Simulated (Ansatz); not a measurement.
# Run report: TiSi, geometry relaxation (part 1 of 3)

TiSi (Pmm2, 8 atoms in the cell), computed with DFT PBEsol, scalar-relativistic, plane waves, PAW, no spin polarisation (Ansatz 0.2.0).

The structure derives from an entry of the Crystallography Open Database.

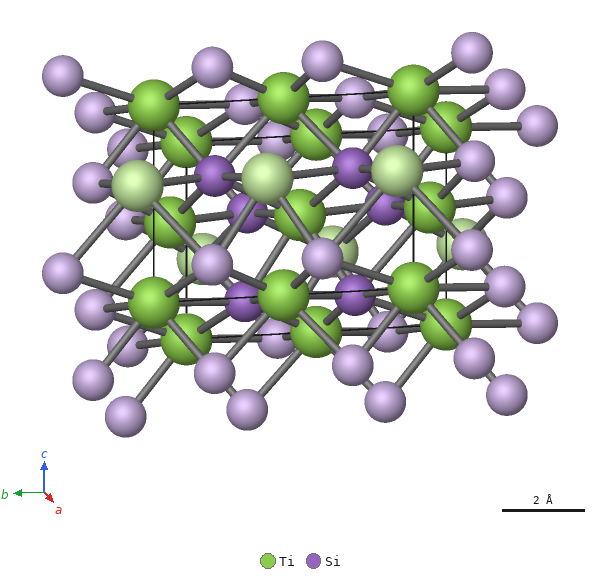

The input geometry (ball-and-stick view of the cell of the calculation, seen at an oblique angle; neighbours outside the cell are drawn fainter). An atom can appear more than once, as a periodic image.

Key numbers:

```tsv
quantity	value
outcome	converged
space group (tolerance 0.01 Å)	Pmm2 (25) → Cmmm (65)
electrons treated	64
free energy	−12386.5336 eV
Fermi energy	13.979 eV
gap on the k-point mesh	none (metallic)
pressure	0.05 GPa
final volume	112.66 Å³
largest force (length of the vector) at the end	0.002 eV/Å
final cell	a = 3.683 Å, b = 7.579 Å, c = 4.036 Å, α = 90.00°, β = 90.00°, γ = 90.00°
hardware	2 threads of Arm Neoverse V2, 24 GiB of memory available, shared host
wall time	85 s (CPU time 2.8 min)
peak memory	0.44 GiB
```

Input:
```yaml
crystal:
  lattice:
    - [3.618, 0.0, 0.0]
    - [0.0, 6.492, 0.0]
    - [0.0, 0.0, 4.973]
  atoms:
    - { symbol: Ti, position: [0.0, 0.5, 0.0] }
    - { symbol: Ti, position: [0.5, 0.5, 0.5] }
    - { symbol: Ti, position: [0.5, 0.0, 0.5] }
    - { symbol: Ti, position: [0.0, 0.0, 0.0] }
    - { symbol: Si, position: [0.0, 0.766, 0.625] }
    - { symbol: Si, position: [0.0, 0.234, 0.625] }
    - { symbol: Si, position: [0.5, 0.288, 0.078] }
    - { symbol: Si, position: [0.5, 0.712, 0.078] }
basis:
  ecutwfc: 420
kpoints:
  mp_grid: { grid: [6, 4, 4] }
hamiltonian:
  xc: pbesol
scf:
  occupations: { method: gaussian, width: 0.1 }
output:
  forces: true
  stress: true
  eigenvalues: true
relax:
  adjacent_minimum: "off"
  f_tol: 0.05
  max_steps: 80
  cell: { stress_tol: 0.5 }
```

Command:
```bash
ansatz run input.yaml --threads 2 --pin off --max-ram 5120MiB --backend cpu --events-out ev --progress --plain --runs-dir out
```

What the program printed:
```
Engine: ansatz 0.2.0, aarch64-unknown-linux-gnu
Pseudopotentials: kind: paw
Pseudopotential: Ti, paw, valence charge 12, recommended cutoff 420 eV (normal), Ti.paw.azcp
Pseudopotential: Si, paw, valence charge 4, recommended cutoff 420 eV (normal), Si.paw.azcp
Functional definition: PBEsol
  exchange = pbesol_x
  correlation = pbesol_c
Crystal: 8 atoms, lattice volume = 116.806 Å³
Basis set: ecut = 420 eV, 2281 PW (Γ), exchange–correlation on 50×90×72 points (8 copies of the dense FFT grid, shifted against one another)
Bands: 40, of which v1, the nominal top of the filled ones, is band 32 counted from 1 (31 counted from 0)
Symmetry: 4 space group operations
Space group: Pmm2 (ITA 25), of the structure as read, at distance tolerance 4.9e-5 Å
k-points: 36 of 96 (time reversal used)
Non-local potential: Ti, projectors of the file, l = 0: 3, l = 1: 2, l = 2: 3, l = 3: 1
Non-local potential: Si, projectors of the file, l = 0: 2, l = 1: 2, l = 2: 2
PAW form: soft (Blöchl's): semilocal exchange-correlation on the pseudo side does not see the compensation charge
PAW frozen core: Ti, regenerated for the run's functional, and the local potential with it (the file was generated under x = pbe(κ = 0.804, μ = 0.2195149727645171), c = pbe(β = 0.06672455060314922))
PAW frozen core: Si, regenerated for the run's functional, and the local potential with it (the file was generated under x = pbe(κ = 0.804, μ = 0.2195149727645171), c = pbe(β = 0.06672455060314922))
PAW one-centre angular grid: Ti, 590 points (default); XC on 64 Gauss nodes
PAW one-centre angular grid: Si, 110 points (default); XC on 64 Gauss nodes
Initial density: superposition of atomic densities (neutral atoms: chi_scale 0, normalization atom), corrected by the library's trained network
Initial wavefunctions: pseudopotential atomic-orbital guess
Functional: x = pbesol(κ = 0.804, μ = 0.12345679012345678), c = pbesol(β = 0.046)
SCF iter   1: F=—  HF=-12383.193702 eV  |F-HF|=—  |Δ(HF+E_count)|=         —  Δρ=7.34e-3  dr2=5.99e-2  ethr=1.77e-3  ⟨swp⟩=5.5  Hψ=5962  notcnv=0
preconditioner: auto → Kerker (q_TF=auto, 2.468 Å⁻¹)  [metal: Δε(μ)=0.027 eV  Ē_g=4.842 eV  σ=0.100 eV  W_gap=0.15  n_scr=32 (ndim 8)  ℏωp=19.4 eV  f_vac=0.000  D(μ)=5.31/eV (n_scr^D=42)]
SCF iter   2: F=—  HF=-12383.184748 eV  |F-HF|=—  |Δ(HF+E_count)|=   8.95e-3  Δρ=3.54e-3  dr2=1.47e-2  ethr=9.36e-5  ⟨swp⟩=2.1  Hψ=2154  notcnv=0  defer=56
SCF iter   3: F=—  HF=-12383.182556 eV  |F-HF|=—  |Δ(HF+E_count)|=   2.19e-3  Δρ=9.37e-4  dr2=1.15e-3  ethr=2.29e-5  ⟨swp⟩=2.4  Hψ=1804  notcnv=0  defer=56
SCF iter   4: F=—  HF=-12383.182298 eV  |F-HF|=—  |Δ(HF+E_count)|=   2.59e-4  Δρ=1.61e-4  dr2=3.99e-5  ethr=1.79e-6  ⟨swp⟩=2.0  Hψ=1917  notcnv=0  defer=56
SCF iter   5: F=—  HF=-12383.182220 eV  |F-HF|=—  |Δ(HF+E_count)|=   7.73e-5  Δρ=3.99e-5  dr2=1.63e-6  ethr=6.24e-8  ⟨swp⟩=2.0  Hψ=1952  notcnv=0  defer=56
SCF iter   6: F=—  HF=-12383.182220 eV  |F-HF|=—  |Δ(HF+E_count)|=   1.61e-7  Δρ=9.39e-6  dr2=1.01e-7  ethr=2.55e-9  ⟨swp⟩=2.8  Hψ=2589  notcnv=0  defer=56
SCF iter   7: F=-12383.182220 eV  HF=-12383.182220 eV  |F-HF|=2.47e-9  |Δ(HF+E_count)|=   1.45e-8  Δρ=1.85e-6  dr2=4.38e-9  ethr=1.56e-10  ⟨swp⟩=8.9  Hψ=5100  notcnv=0
SCF 1 converged in 7 iterations: F = -12383.182220 eV  dr2 = 4.38e-9
  greatest PAW one-centre occupation: 0.999 electrons in one spin orbital (limit 2), on the Ti atom at site 1 (counted from 0), in its partial waves of l = 0
relax step   1: F+E_penalty+E_count = -12383.18222012 eV  Δ(F+E_penalty+E_count) = +0.000e0 eV  max|allowed force component| = 3.313e0 eV/Å  Δτ_max = 0.0000 Å  P = +12.998 GPa  Ω = 116.806 Å³  (7 SCF iters, dr2 threshold 1.00e-7 eV, accepted)
Crystal: 8 atoms, lattice volume = 118.106 Å³
Basis set: ecut = 420 eV, 2277 PW (Γ), exchange–correlation on 50×90×72 points (8 copies of the dense FFT grid, shifted against one another)
Initial density: handed on by an earlier stage of this run
Initial wavefunctions: those handed on with the density
iter 1 solved again at ethr=2.24e-3 eV; its pass at ethr=3.10e-3 eV (dr2=1.44e0 eV) is discarded
SCF iter   1: F=—  HF=-12385.203787 eV  |F-HF|=—  |Δ(HF+E_count)|=         —  Δρ=2.24e-2  dr2=1.44e0  ethr=2.24e-3  ⟨swp⟩=1.0  Hψ=7824  notcnv=0
preconditioner: auto → Kerker (q_TF=auto, 2.463 Å⁻¹)  [metal: Δε(μ)=0.020 eV  Ē_g=4.851 eV  σ=0.100 eV  W_gap=0.11  n_scr=32 (ndim 8)  ℏωp=19.3 eV  f_vac=0.000  D(μ)=6.75/eV (n_scr^D=60)]
SCF iter   2: F=—  HF=-12385.051545 eV  |F-HF|=—  |Δ(HF+E_count)|=   1.52e-1  Δρ=1.10e-2  dr2=3.60e-1  ethr=2.24e-3  ⟨swp⟩=2.1  Hψ=1737  notcnv=0  defer=1
SCF iter   3: F=—  HF=-12384.985780 eV  |F-HF|=—  |Δ(HF+E_count)|=   6.58e-2  Δρ=1.88e-3  dr2=7.43e-3  ethr=5.63e-4  ⟨swp⟩=2.2  Hψ=2053  notcnv=0  defer=3
SCF iter   4: F=—  HF=-12384.984525 eV  |F-HF|=—  |Δ(HF+E_count)|=   1.25e-3  Δρ=7.53e-4  dr2=7.09e-4  ethr=1.16e-5  ⟨swp⟩=2.0  Hψ=2089  notcnv=0  defer=3
SCF iter   5: F=—  HF=-12384.984314 eV  |F-HF|=—  |Δ(HF+E_count)|=   2.11e-4  Δρ=1.90e-4  dr2=4.13e-5  ethr=1.11e-6  ⟨swp⟩=2.7  Hψ=2606  notcnv=0  defer=3
SCF iter   6: F=—  HF=-12384.984309 eV  |F-HF|=—  |Δ(HF+E_count)|=   5.24e-6  Δρ=4.44e-5  dr2=1.91e-6  ethr=6.45e-8  ⟨swp⟩=2.2  Hψ=1845  notcnv=0  defer=3
SCF iter   7: F=-12384.984309 eV  HF=-12384.984309 eV  |F-HF|=8.43e-8  |Δ(HF+E_count)|=   3.11e-7  Δρ=9.01e-6  dr2=1.31e-7  ethr=1.25e-9  ⟨swp⟩=7.2  Hψ=6417  notcnv=0
SCF 2 converged in 7 iterations: F = -12384.984309 eV  dr2 = 1.31e-7
relax step   2: F+E_penalty+E_count = -12384.98430878 eV  Δ(F+E_penalty+E_count) = -1.802e0 eV  max|allowed force component| = 1.787e0 eV/Å  Δτ_max = 0.1146 Å  P = +4.138 GPa  Ω = 118.106 Å³  energy of the carried Pulay correction = -2.085e-4 eV  (7 SCF iters, dr2 threshold 8.00e-7 eV, accepted)
Crystal: 8 atoms, lattice volume = 116.570 Å³
Basis set: ecut = 420 eV, 2285 PW (Γ), exchange–correlation on 50×90×72 points (8 copies of the dense FFT grid, shifted against one another)
iter 1 solved again at ethr=1.69e-3 eV; its pass at ethr=3.10e-3 eV (dr2=1.08e0 eV) is discarded
SCF iter   1: F=—  HF=-12386.081015 eV  |F-HF|=—  |Δ(HF+E_count)|=         —  Δρ=2.08e-2  dr2=1.08e0  ethr=1.69e-3  ⟨swp⟩=1.0  Hψ=7954  notcnv=0
preconditioner: auto → Kerker (q_TF=auto, 2.469 Å⁻¹)  [metal: Δε(μ)=0.036 eV  Ē_g=5.023 eV  σ=0.100 eV  W_gap=0.20  n_scr=32 (ndim 8)  ℏωp=19.5 eV  f_vac=0.000  D(μ)=4.61/eV (n_scr^D=38)]
SCF iter   2: F=—  HF=-12385.983474 eV  |F-HF|=—  |Δ(HF+E_count)|=   9.75e-2  Δρ=9.66e-3  dr2=2.41e-1  ethr=1.69e-3  ⟨swp⟩=2.4  Hψ=1733  notcnv=0
SCF iter   3: F=—  HF=-12385.949394 eV  |F-HF|=—  |Δ(HF+E_count)|=   3.41e-2  Δρ=1.66e-3  dr2=4.47e-3  ethr=3.77e-4  ⟨swp⟩=2.2  Hψ=2079  notcnv=0  defer=6
SCF iter   4: F=—  HF=-12385.948532 eV  |F-HF|=—  |Δ(HF+E_count)|=   8.62e-4  Δρ=6.59e-4  dr2=5.75e-4  ethr=6.98e-6  ⟨swp⟩=2.2  Hψ=2210  notcnv=0  defer=7
SCF iter   5: F=—  HF=-12385.948368 eV  |F-HF|=—  |Δ(HF+E_count)|=   1.64e-4  Δρ=1.56e-4  dr2=3.27e-5  ethr=8.99e-7  ⟨swp⟩=2.1  Hψ=2542  notcnv=0  defer=7
SCF iter   6: F=—  HF=-12385.948363 eV  |F-HF|=—  |Δ(HF+E_count)|=   4.89e-6  Δρ=4.40e-5  dr2=2.49e-6  ethr=5.11e-8  ⟨swp⟩=2.1  Hψ=2155  notcnv=0  defer=7
SCF iter   7: F=-12385.948362 eV  HF=-12385.948362 eV  |F-HF|=5.68e-8  |Δ(HF+E_count)|=   4.28e-7  Δρ=9.81e-6  dr2=1.11e-7  ethr=1.25e-9  ⟨swp⟩=8.4  Hψ=6574  notcnv=0
SCF 3 converged in 7 iterations: F = -12385.948362 eV  dr2 = 1.11e-7
relax step   3: F+E_penalty+E_count = -12385.94836227 eV  Δ(F+E_penalty+E_count) = -9.641e-1 eV  max|allowed force component| = 5.612e-1 eV/Å  Δτ_max = 0.1303 Å  P = +1.449 GPa  Ω = 116.570 Å³  energy of the carried Pulay correction = +3.819e-5 eV  (7 SCF iters, dr2 threshold 8.00e-7 eV, accepted)
Crystal: 8 atoms, lattice volume = 113.493 Å³
Basis set: ecut = 420 eV, 2229 PW (Γ), exchange–correlation on 50×90×72 points (8 copies of the dense FFT grid, shifted against one another)
iter 1 solved again at ethr=6.35e-4 eV; its pass at ethr=3.10e-3 eV (dr2=4.06e-1 eV) is discarded
SCF iter   1: F=—  HF=-12386.402565 eV  |F-HF|=—  |Δ(HF+E_count)|=         —  Δρ=1.55e-2  dr2=4.07e-1  ethr=6.35e-4  ⟨swp⟩=1.0  Hψ=8485  notcnv=0
preconditioner: auto → Kerker (q_TF=auto, 2.480 Å⁻¹)  [metal: Δε(μ)=0.024 eV  Ē_g=5.204 eV  σ=0.100 eV  W_gap=0.14  n_scr=36 (ndim 8)  ℏωp=19.7 eV  f_vac=0.000  D(μ)=5.26/eV (n_scr^D=46)]
SCF iter   2: F=—  HF=-12386.340637 eV  |F-HF|=—  |Δ(HF+E_count)|=   6.19e-2  Δρ=7.98e-3  dr2=1.10e-1  ethr=6.35e-4  ⟨swp⟩=2.3  Hψ=1743  notcnv=0
SCF iter   3: F=—  HF=-12386.314738 eV  |F-HF|=—  |Δ(HF+E_count)|=   2.59e-2  Δρ=1.21e-3  dr2=2.41e-3  ethr=1.72e-4  ⟨swp⟩=2.2  Hψ=2020  notcnv=0  defer=1
SCF iter   4: F=—  HF=-12386.314067 eV  |F-HF|=—  |Δ(HF+E_count)|=   6.71e-4  Δρ=3.67e-4  dr2=1.75e-4  ethr=3.77e-6  ⟨swp⟩=2.0  Hψ=2471  notcnv=0  defer=1
SCF iter   5: F=—  HF=-12386.314015 eV  |F-HF|=—  |Δ(HF+E_count)|=   5.22e-5  Δρ=9.03e-5  dr2=8.83e-6  ethr=2.73e-7  ⟨swp⟩=2.2  Hψ=2045  notcnv=0  defer=1
SCF iter   6: F=-12386.314013 eV  HF=-12386.314013 eV  |F-HF|=3.42e-7  |Δ(HF+E_count)|=   1.18e-6  Δρ=2.26e-5  dr2=5.58e-7  ethr=1.25e-9  ⟨swp⟩=8.8  Hψ=7527  notcnv=0
SCF 4 converged in 6 iterations: F = -12386.314013 eV  dr2 = 5.58e-7
  greatest PAW one-centre occupation: 0.999 electrons in one spin orbital (limit 2), on the Ti atom at site 2 (counted from 0), in its partial waves of l = 0
relax step   4: F+E_penalty+E_count = -12386.31401307 eV  Δ(F+E_penalty+E_count) = -3.657e-1 eV  max|allowed force component| = 2.902e-1 eV/Å  Δτ_max = 0.1069 Å  P = +1.600 GPa  Ω = 113.493 Å³  energy of the carried Pulay correction = +5.420e-4 eV  (6 SCF iters, dr2 threshold 8.00e-7 eV, accepted)
Crystal: 8 atoms, lattice volume = 110.719 Å³
Basis set: ecut = 420 eV, 2169 PW (Γ), exchange–correlation on 50×90×72 points (8 copies of the dense FFT grid, shifted against one another)
iter 1 solved again at ethr=2.00e-4 eV; its pass at ethr=3.10e-3 eV (dr2=1.28e-1 eV) is discarded
SCF iter   1: F=—  HF=-12386.475500 eV  |F-HF|=—  |Δ(HF+E_count)|=         —  Δρ=1.23e-2  dr2=1.28e-1  ethr=2.00e-4  ⟨swp⟩=1.1  Hψ=8840  notcnv=0
preconditioner: auto → Kerker (q_TF=auto, 2.490 Å⁻¹)  [metal: Δε(μ)=0.008 eV  Ē_g=5.335 eV  σ=0.100 eV  W_gap=0.05  n_scr=36 (ndim 8)  ℏωp=20.0 eV  f_vac=0.000  D(μ)=3.80/eV (n_scr^D=36)]
SCF iter   2: F=—  HF=-12386.457284 eV  |F-HF|=—  |Δ(HF+E_count)|=   1.82e-2  Δρ=7.02e-3  dr2=4.34e-2  ethr=1.99e-4  ⟨swp⟩=1.0  Hψ=1441  notcnv=0
SCF iter   3: F=—  HF=-12386.447970 eV  |F-HF|=—  |Δ(HF+E_count)|=   9.31e-3  Δρ=7.47e-4  dr2=5.61e-4  ethr=6.78e-5  ⟨swp⟩=2.0  Hψ=1976  notcnv=0
SCF iter   4: F=—  HF=-12386.447903 eV  |F-HF|=—  |Δ(HF+E_count)|=   6.68e-5  Δρ=2.30e-4  dr2=4.44e-5  ethr=8.76e-7  ⟨swp⟩=2.6  Hψ=2599  notcnv=0
SCF iter   5: F=—  HF=-12386.447896 eV  |F-HF|=—  |Δ(HF+E_count)|=   6.98e-6  Δρ=5.46e-5  dr2=3.37e-6  ethr=6.94e-8  ⟨swp⟩=2.1  Hψ=2051  notcnv=0
SCF iter   6: F=-12386.447895 eV  HF=-12386.447895 eV  |F-HF|=6.14e-8  |Δ(HF+E_count)|=   6.42e-7  Δρ=1.17e-5  dr2=1.15e-7  ethr=1.25e-9  ⟨swp⟩=8.2  Hψ=6852  notcnv=0
SCF 5 converged in 6 iterations: F = -12386.447895 eV  dr2 = 1.15e-7
relax step   5: F+E_penalty+E_count = -12386.44789500 eV  Δ(F+E_penalty+E_count) = -1.339e-1 eV  max|allowed force component| = 1.656e-1 eV/Å  Δτ_max = 0.1198 Å  P = +2.994 GPa  Ω = 110.719 Å³  energy of the carried Pulay correction = +1.008e-3 eV  (6 SCF iters, dr2 threshold 8.00e-7 eV, accepted)
Crystal: 8 atoms, lattice volume = 111.710 Å³
Basis set: ecut = 420 eV, 2177 PW (Γ), exchange–correlation on 50×90×72 points (8 copies of the dense FFT grid, shifted against one another)
iter 1 solved again at ethr=3.18e-5 eV; its pass at ethr=3.10e-3 eV (dr2=2.04e-2 eV) is discarded
SCF iter   1: F=—  HF=-12386.496402 eV  |F-HF|=—  |Δ(HF+E_count)|=         —  Δρ=3.62e-3  dr2=2.04e-2  ethr=3.18e-5  ⟨swp⟩=1.8  Hψ=8400  notcnv=0
preconditioner: auto → Kerker (q_TF=auto, 2.486 Å⁻¹)  [metal: Δε(μ)=0.035 eV  Ē_g=5.360 eV  σ=0.100 eV  W_gap=0.19  n_scr=36 (ndim 8)  ℏωp=19.9 eV  f_vac=0.000  D(μ)=4.66/eV (n_scr^D=38)]
SCF iter   2: F=—  HF=-12386.493792 eV  |F-HF|=—  |Δ(HF+E_count)|=   2.61e-3  Δρ=2.04e-3  dr2=6.60e-3  ethr=3.18e-5  ⟨swp⟩=1.0  Hψ=1440  notcnv=0
SCF iter   3: F=—  HF=-12386.492473 eV  |F-HF|=—  |Δ(HF+E_count)|=   1.32e-3  Δρ=2.58e-4  dr2=8.40e-5  ethr=1.03e-5  ⟨swp⟩=2.1  Hψ=1905  notcnv=0
SCF iter   4: F=—  HF=-12386.492495 eV  |F-HF|=—  |Δ(HF+E_count)|=   2.17e-5  Δρ=6.67e-5  dr2=5.37e-6  ethr=1.31e-7  ⟨swp⟩=2.1  Hψ=2492  notcnv=0
iter 5 did not close the SCF: its close was put off for the readings that it lacked (scf_convergence_deferred on its scf_iter line)
SCF iter   5: F=-12386.492493 eV  HF=-12386.492493 eV  |F-HF|=3.53e-7  |Δ(HF+E_count)|=   1.40e-6  Δρ=2.25e-5  dr2=5.93e-7  ethr=8.39e-9  ⟨swp⟩=2.4  Hψ=2604  notcnv=0
SCF iter   6: F=-12386.492493 eV  HF=-12386.492493 eV  |F-HF|=2.95e-8  |Δ(HF+E_count)|=   1.13e-7  Δρ=6.30e-6  dr2=4.04e-8  ethr=9.26e-10  ⟨swp⟩=5.4  Hψ=6851  notcnv=0
SCF 6 converged in 6 iterations: F = -12386.492493 eV  dr2 = 4.04e-8
  greatest PAW one-centre occupation: 0.999 electrons in one spin orbital (limit 2), on the Ti atom at site 3 (counted from 0), in its partial waves of l = 0
relax step   6: F+E_penalty+E_count = -12386.49249305 eV  Δ(F+E_penalty+E_count) = -4.460e-2 eV  max|allowed force component| = 2.297e-1 eV/Å  Δτ_max = 0.0325 Å  P = +0.827 GPa  Ω = 111.710 Å³  energy of the carried Pulay correction = +8.403e-4 eV  (6 SCF iters, dr2 threshold 8.00e-7 eV, accepted)
```
